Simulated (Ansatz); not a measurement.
Se

Input

```
crystal:
  lattice:
    - [9.4639251, 0.0, 0.0]
    - [0.0, 4.2370891, 0.0]
    - [0.0, 0.0, 6.6961441]
  atoms:
    - { symbol: Se, position: [0.159689, 0.25, 0.513889] }
    - { symbol: Se, position: [0.340311, 0.75, 0.013889] }
    - { symbol: Se, position: [0.659689, 0.25, 0.986111] }
    - { symbol: Se, position: [0.840311, 0.75, 0.486111] }
    - { symbol: Se, position: [0.997989, 0.75, 0.725726] }
    - { symbol: Se, position: [0.502011, 0.25, 0.225726] }
    - { symbol: Se, position: [0.497989, 0.75, 0.774274] }
    - { symbol: Se, position: [0.002011, 0.25, 0.274274] }
basis:
  ecutwfc: 420
kpoints:
  mp_grid: { grid: [4, 6, 4] }
hamiltonian:
  xc: pbe
scf:
  occupations: { method: fixed }
output:
  forces: true
  stress: true
  eigenvalues: true
  write_density: true
  write_potential: true
  elf: true
  volumetric_format: npy
relax:
  adjacent_minimum: "off"
  f_tol: 0.001
  max_steps: 60
  cell: { stress_tol: 0.01 }
```

Run with:

```sh
ansatz run input.yaml --threads 4 --pin off --max-ram 8192MiB --backend cpu --events-out ev --progress --plain --runs-dir out
```

Below, planes, directions and counts refer to the conventional cell (a = 9.44 Å, b = 4.24 Å, c = 6.70 Å, α = 90.00°, β = 90.00°, γ = 90.00°).

The fields are those of the relaxed geometry.

Space group Pnma; a structure generated by program, which may or may not match a known phase.

These are results of Ansatz 0.2.0, DFT PBE, scalar-relativistic, plane waves, PAW, not measurements.

In a PAW calculation such maps are meaningful between the atoms, not at the nuclei.

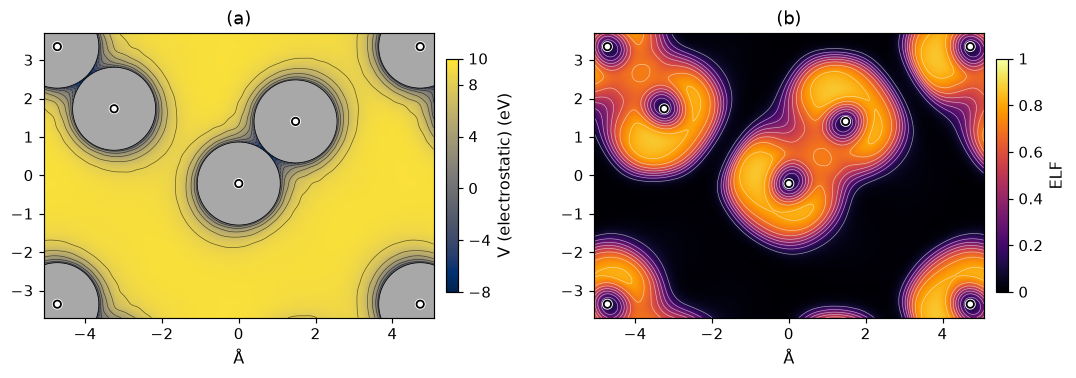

Figure 1. (a) electrostatic potential energy of an electron; (b) ELF on the (010) plane of the conventional cell. Circles mark the nuclei in the plane (Se). Grey discs cover the atomic cores in the potential map.

Question: What does the map show?

Answer: The section cuts through Se sites.
Se–Se (2.19 Å): the ELF peaks at about 0.70 between the atoms.
The ELF also peaks beside Se, away from the bonds: lone-pair regions.
Outside the cores the potential energy rises away from the atoms and is highest about 2.5 Å from the nearest atoms; its zero is arbitrary.

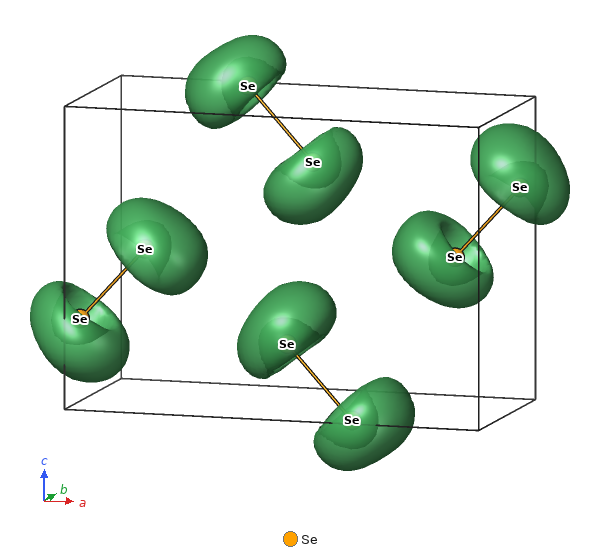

Figure 2. Isosurface of the electron localisation function at 0.75 (green), seen slightly off an axis. Core shells and regions of very low density are left out. Sticks mark near contacts.

Question: Identify the bonds, lone pairs and shells in this picture.

Answer: At this value the surface marks out eight regions wrapped around Se (the valence shell of each), counted in one cell of 8 atoms. Any copies at cell faces, edges or corners count once.

Question: Does the calculation make it a metal, or give it a gap?

Answer: It is gapped, with a Kohn–Sham gap of 1.1 eV on the k-point mesh (the band edges may lie off the mesh, which would make the gap smaller).
